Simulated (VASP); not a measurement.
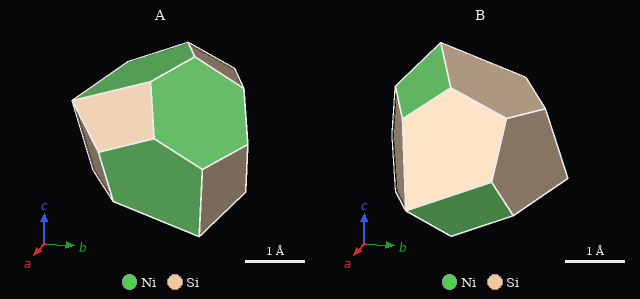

Computed Voronoi cells of the 2 sites of this structure, drawn to one scale and in one orientation; each face has the colour of the neighbour behind it.

SiNi, space group P2_13 (No. 198), a = 4.504 Å, b = 4.504 Å, c = 4.504 Å, α = 90.00°, β = 90.00°, γ = 90.00°

```
site  Wyckoff       x       y       z
  Ni       4a  0.1495  0.1495  0.1495
  Si       4a  0.8468  0.8468  0.8468
```

Source: a cell listed in the Materials Project, as set up for an electronic-structure calculation.

**Which cell belongs to which site?**

A is Si (13 faces above 1 % of the solid angle, 11.4 Å³, mostly facing Ni); B is Ni (13 faces above 1 % of the solid angle, 11.4 Å³, mostly facing Si).
